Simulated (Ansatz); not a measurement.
**GaP: single-point calculation**

System: GaP (F-43m, 2 atoms in the cell).
Method: DFT, PBE, plane waves, PAW, Ueff = -5 eV on Ga p, no spin polarisation (Ansatz 0.2.0).

The structure derives from an entry of the Crystallography Open Database. Some settings of this run were made unusual or wrong on purpose. Figures and captions count atoms from 1; the log counts them from 0 in places.

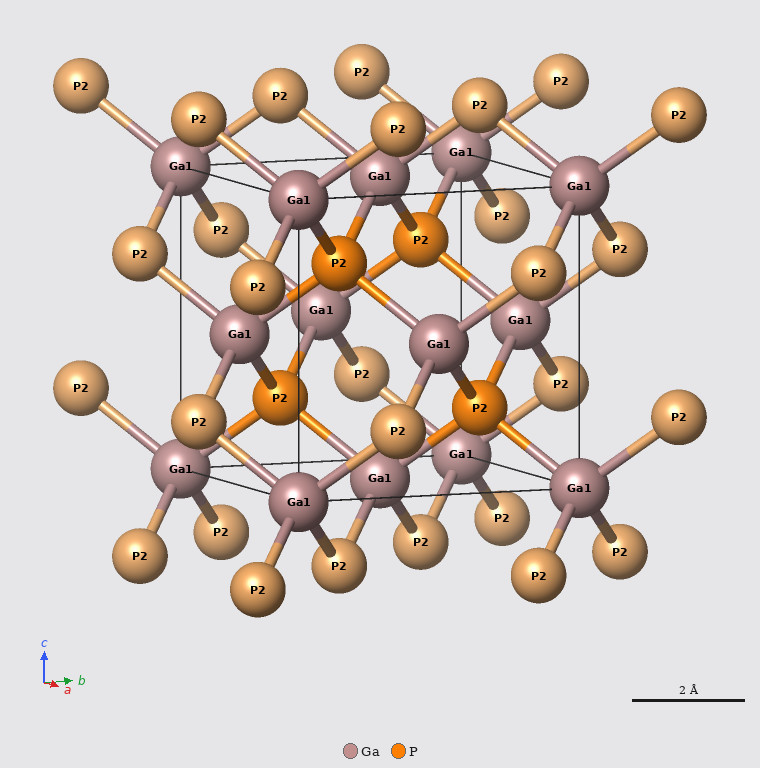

*The input geometry (ball-and-stick view of the cell 4 times as large as that of the calculation, set on its symmetry axes, seen slightly off an axis; neighbours outside the cell are drawn fainter; atoms are numbered from 1 in the order of the input). An atom can appear more than once, as a periodic image.*

## The input
```yaml
crystal:
  lattice:
    - [0.0, 2.7252500963, 2.7252500963]
    - [2.7252500963, 0.0, 2.7252500963]
    - [2.7252500963, 2.7252500963, 0.0]
  atoms:
    - { symbol: Ga, position: [0.0, 0.0, 0.0] }
    - { symbol: P, position: [0.75, 0.75, 0.75] }
basis:
  ecutwfc: 420
  ecutrho_ratio: 4
kpoints:
  mp_grid: { grid: [8, 8, 8] }
hamiltonian:
  xc: pbe
  hubbard: { sites: [{ species: Ga, l: p, u_eff: -5.0 }] }
scf:
  occupations: { method: gaussian, width: 0.05 }
  max_iter: 100
output:
  forces: true
  stress: true
```

Machine: 4 threads of Arm Neoverse V2, 24 GiB of memory available, shared host.

Launched with:
```bash
ansatz run input.yaml --threads 4 --pin off --max-ram 8192MiB --backend cpu --events-out ev --progress --plain --runs-dir out
```

## The program's output
```
Ga: projections on atomic orbitals take those of the free atom [Ar] 3d10 4s2 4p1, of charge +0.00 (hamiltonian.pseudopotentials.projection_atoms); the dataset's partial waves leave at most 1.1e-6 of an orbital's norm unspanned inside its sphere
P: projections on atomic orbitals take those of the free atom [Ne] 3s2 3p3, of charge +0.00 (hamiltonian.pseudopotentials.projection_atoms); the dataset's partial waves leave at most 1.0e-7 of an orbital's norm unspanned inside its sphere
Engine: ansatz 0.2.0, aarch64-unknown-linux-gnu
Pseudopotentials: kind: paw
Pseudopotential: Ga, paw, valence charge 13, recommended cutoff 420 eV (normal), Ga.paw.azcp
Pseudopotential: P, paw, valence charge 5, recommended cutoff 420 eV (normal), P.paw.azcp
Functional definition: PBE
  parameter kappa = 0.804
  parameter beta = 0.06672455060314922
  exchange = pbe_x(kappa = kappa, mu = beta*pi^2/3)
  correlation = pbe_c(beta = beta)
Crystal: 2 atoms, lattice volume = 40.481 Å³
Basis set: ecut = 420 eV, 749 PW (Γ), exchange–correlation on 54×54×54 points (8 copies of the dense FFT grid, shifted against one another)
Bands: 13, of which v1, the nominal top of the filled ones, is band 9 counted from 1 (8 counted from 0)
Symmetry: 24 space group operations
Space group: F-43m (ITA 216), of the structure as read, at distance tolerance 3.4e-5 Å
k-points: 29 of 512 (time reversal used)
Non-local potential: Ga, projectors of the file, l = 0: 2, l = 1: 2, l = 2: 3, l = 3: 1
Non-local potential: P, projectors of the file, l = 0: 2, l = 1: 2, l = 2: 2
PAW form: soft (Blöchl's): semilocal exchange-correlation on the pseudo side does not see the compensation charge
PAW one-centre angular grid: Ga, 590 points (default); XC on 64 Gauss nodes
PAW one-centre angular grid: P, 110 points (default); XC on 64 Gauss nodes
Initial density: superposition of atomic densities (chi_scale 0.1, normalization cell, long waves kept (reshape's long-wave potential 0.00 eV rms))
Initial wavefunctions: pseudopotential atomic-orbital guess
Functional: x = pbe(κ = 0.804, μ = 0.2195149727645171), c = pbe(β = 0.06672455060314922)
iter 1 solved again at ethr=2.17e-3 eV; its pass at ethr=3.10e-3 eV (dr2=3.91e-1 eV) is discarded
SCF iter   1: F=—  HF=-4543.385156 eV  |F-HF|=—  |Δ(HF+E_count)|=         —  Δρ=3.98e-2  dr2=3.92e-1  ethr=2.17e-3  ⟨swp⟩=1.0  Hψ=3088  notcnv=0
preconditioner: auto → none  [insulator: Δε(μ)=1.234 eV  Ē_g=14.888 eV  σ=0.050 eV  W_gap=1.00  n_scr=14 (ndim 8)  ℏωp=24.8 eV  f_vac=0.000  D(μ)=0.00/eV (n_scr^D=0)  ε∞_Penn≈3.8]
SCF iter   2: F=—  HF=-4542.942218 eV  |F-HF|=—  |Δ(HF+E_count)|=   4.43e-1  Δρ=1.97e-2  dr2=1.10e-1  ethr=2.17e-3  ⟨swp⟩=2.0  Hψ=489  notcnv=0
SCF iter   3: F=—  HF=-4542.844693 eV  |F-HF|=—  |Δ(HF+E_count)|=   9.75e-2  Δρ=5.70e-3  dr2=2.16e-2  ethr=6.13e-4  ⟨swp⟩=3.1  Hψ=718  notcnv=0
SCF iter   4: F=—  HF=-4542.836100 eV  |F-HF|=—  |Δ(HF+E_count)|=   8.59e-3  Δρ=8.04e-4  dr2=2.57e-4  ethr=1.20e-4  ⟨swp⟩=2.5  Hψ=754  notcnv=0
SCF iter   5: F=—  HF=-4542.836026 eV  |F-HF|=—  |Δ(HF+E_count)|=   7.43e-5  Δρ=4.72e-4  dr2=5.13e-5  ethr=1.43e-6  ⟨swp⟩=2.3  Hψ=642  notcnv=0
SCF iter   6: F=—  HF=-4542.836049 eV  |F-HF|=—  |Δ(HF+E_count)|=   2.32e-5  Δρ=8.74e-5  dr2=2.12e-6  ethr=2.85e-7  ⟨swp⟩=3.0  Hψ=674  notcnv=0
SCF iter   7: F=-4542.836051 eV  HF=-4542.836051 eV  |F-HF|=4.19e-8  |Δ(HF+E_count)|=   1.91e-6  Δρ=1.00e-5  dr2=2.81e-8  ethr=5.56e-10  ⟨swp⟩=3.9  Hψ=1564  notcnv=0
SCF 1 converged in 7 iterations: F = -4542.836051 eV  dr2 = 2.81e-8
  greatest PAW one-centre occupation: 0.994 electrons in one spin orbital (limit 2), on the Ga atom at site 0 (counted from 0), in its partial waves of l = 2
SCF converged after 7 iterations
Free energy (F): -4542.836051 eV
Harris-Foulkes:  -4542.836051 eV  (|F-HF|=4.19e-8)
Internal energy: -4542.836051 eV  (E = F + TS)
E sigma→0 (E₀):  -4542.836051 eV
Fermi energy:    7.515517 eV
--- Per-component energies (eV) ---
  E_band       = -59.431247
  E_kinetic    = 185.476854
  E_local      = -2199.674132  (includes V_loc(G=0)·N_el)
  E_nonlocal   = 458.092659
  E_hartree    = 1017.919490
  E_xc         = -130.439664
  E_vxc        = -118.650094  (∫ρ·V_xc dr)
  E_hubbard    = -3.348225  (on-site DFT+U / exact-exchange correction)
  E_vhub       = -1.651255  (the Hubbard potential's part of the band-sum identity)
  E_paw        = -2558.218032  (= ΣΔE_a)
  E_vpaw       = -418.861276  (= ΣTr[D̂ρ^β])
  E_aug_tail   = -0.000104  (compensation charges beyond the density's cutoff)
  E_ewald      = -1312.644897
  E_smearing   = -0.000000  (= −TS)
  E_closure    = -0.000000  (closes the sum)
  Σ components = -4542.836051   (vs F -4542.836051, Δ=0.00e0)
--- Forces (eV/Å), atoms counted from 1 ---
  atom   1  Ga    -0.00000000     0.00000000    -0.00000000
  atom   2  P      0.00000000     0.00000000    -0.00000000
  max |Σ_I F_I| component: 7.40e-17 eV/Å
--- Stress (GPa, compression-positive) ---
        0.347197      -0.000000       0.000000
        0.000000       0.347197       0.000000
       -0.000000       0.000000       0.347197
  P = ⅓ Tr σ = 0.3472 GPa (3.472 kbar)
Occupation matrices written to [file]
```

## What the run reported

```json
{"quantity": "outcome", "value": "converged"}
{"quantity": "space group (tolerance 0.01 Å)", "value": "F-43m (216)"}
{"quantity": "electrons treated", "value": "18"}
{"quantity": "free energy", "value": "−4542.8361 eV"}
{"quantity": "Fermi energy", "value": "7.516 eV"}
{"quantity": "pressure", "value": "0.35 GPa"}
{"quantity": "largest force (length of the vector)", "value": "under 0.001 eV/Å"}
{"quantity": "wall time", "value": "0.87 s (CPU time 2.8 s)"}
{"quantity": "peak memory", "value": "0.33 GiB"}
```

## What went wrong

This input holds a deliberate fault: an enormous or negative U (`hamiltonian.hubbard`). Such a U drives the occupations to unphysical values. The run converged all the same; its numbers are those of the faulty input and shouldn't be used.
